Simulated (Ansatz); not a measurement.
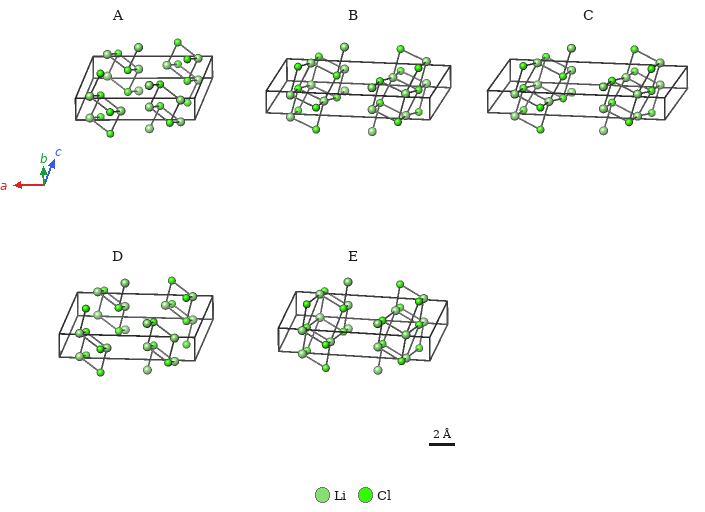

5 geometries from one relaxation of a crystal of LiCl (built on the InSe-12 type type), in shuffled order. Style: ball-and-stick. Shown: the conventional cell (2 times the calculation's cell), from a free direction. Lengths and directions refer to the drawn axes.

Level of theory: DFT, PBEsol, plane waves, PAW in Ansatz 0.2.0. Set-up: plane-wave cutoff 420 eV; k-point mesh 6 × 6 × 6; occupations fermi dirac; smearing width 0.03 eV; no spin polarisation; cell and atoms relaxed; force threshold 0.01 eV/Å; at most 120 steps.

### Order the frames from highest to lowest energy.

A, D, E, B, C. They are steps 0, 3, 6, 15, 25, at +495 meV per atom, +217 meV per atom, +93.0 meV per atom, +19.3 meV per atom relative to the last. The largest moves relative to the cell, 0.66 Å, are those of Li atoms. By element the largest moves are Li 0.66 Å, Cl 0.41 Å. The drawn cell changes as follows: a 9.691 → 14.421 Å (+48.8 %), b 3.418 → 3.467 Å (+1.5 %), c 4.219 → 3.491 Å (−17.3 %), β 109.9° → 118.9°; the volume changes by +16.3 %. Near-neighbour distances that change, for instance: Li–Li 2.331 → 4.479 Å, Cl–Li 3.360 → 2.474 Å, Cl–Li 2.230 → 2.473 Å, Cl–Li 2.238 → 2.444 Å. New bonds form: Cl–Li (3.36 → 2.47 Å). Bond angles that change, for instance: Cl–Li–Cl 100.0° → 89.0°, Li–Cl–Li 100.0° → 89.0°, Li–Cl–Li 87.4° → 84.0°. The space group (tolerance 0.01 Å) goes from C2/m (No. 12) to Cmcm (No. 63). The energy falls by 495 meV per atom in 21 accepted moves (25 points after the start). Largest force component: 0.97 eV/Å at the start, 0.00078 eV/Å at the end. The pressure goes from 8.37 to 0.01 GPa. The line search rejected the trial steps at points 9, 11 of the run. At 2 points the geometry stayed and the basis and grid were re-selected for the new cell (energy shift of 11.7 meV per atom at most each time).
